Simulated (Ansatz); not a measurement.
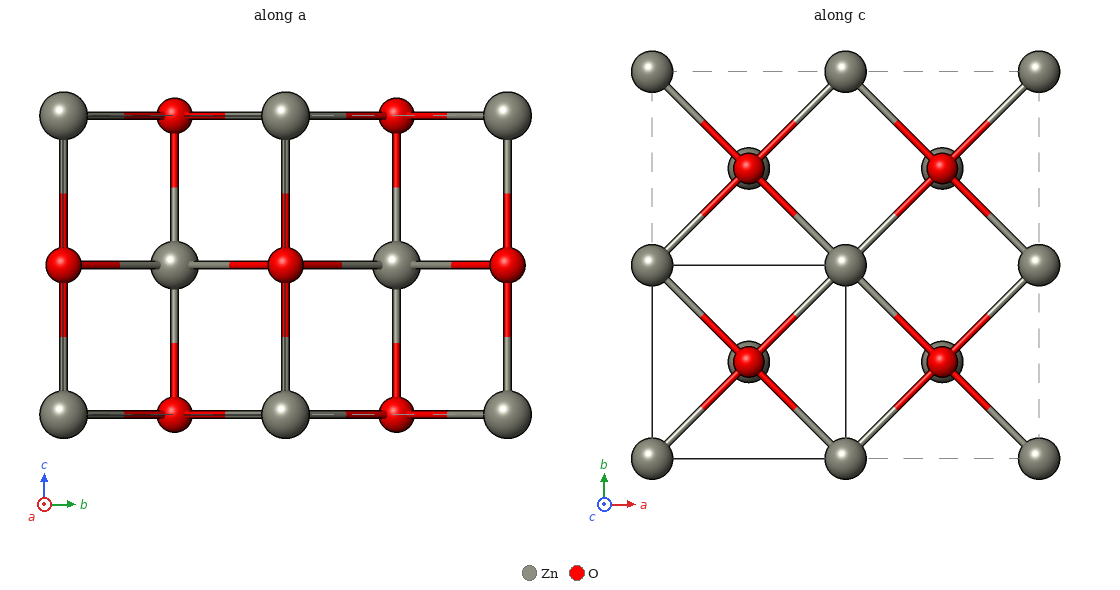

The image is a ball-and-stick drawing of a crystal, viewed along the a axis and along the c axis. Shown are 2×2×1 repeats of the conventional unit cell, one of them outlined in solid lines.

ZnO, space group I4/mmm (No. 139), a = 3.22 Å, b = 3.22 Å, c = 4.34 Å, α = 90.00°, β = 90.00°, γ = 90.00°.

Run with DFT LDA, scalar-relativistic, plane waves, PAW in Ansatz and these settings: a kinetic-energy cutoff of 420 eV, k-points about 0.20 Å⁻¹ apart, Gaussian smearing of 0.05 eV, no spin polarisation.

Question: What is the band gap, if any?

Answer: A semiconductor at this level, with a gap of 0.19 eV on the k-mesh (the true edges may lie between mesh points, so the gap can be somewhat smaller).

Question: State the hydrostatic pressure.

Answer: The computed pressure is -24.9 GPa (stretched: it would shrink). The stress isn't hydrostatic: its largest component is 25.7 GPa.

The model was built from a structure listed in the Materials Project. The cell was then strained or its atoms displaced on purpose. It was the input of a calculation with Ansatz.

At this level of theory the cell isn't at rest (stretched, at -25 GPa), so its distances can differ from those at equilibrium, the more so the softer the solid.
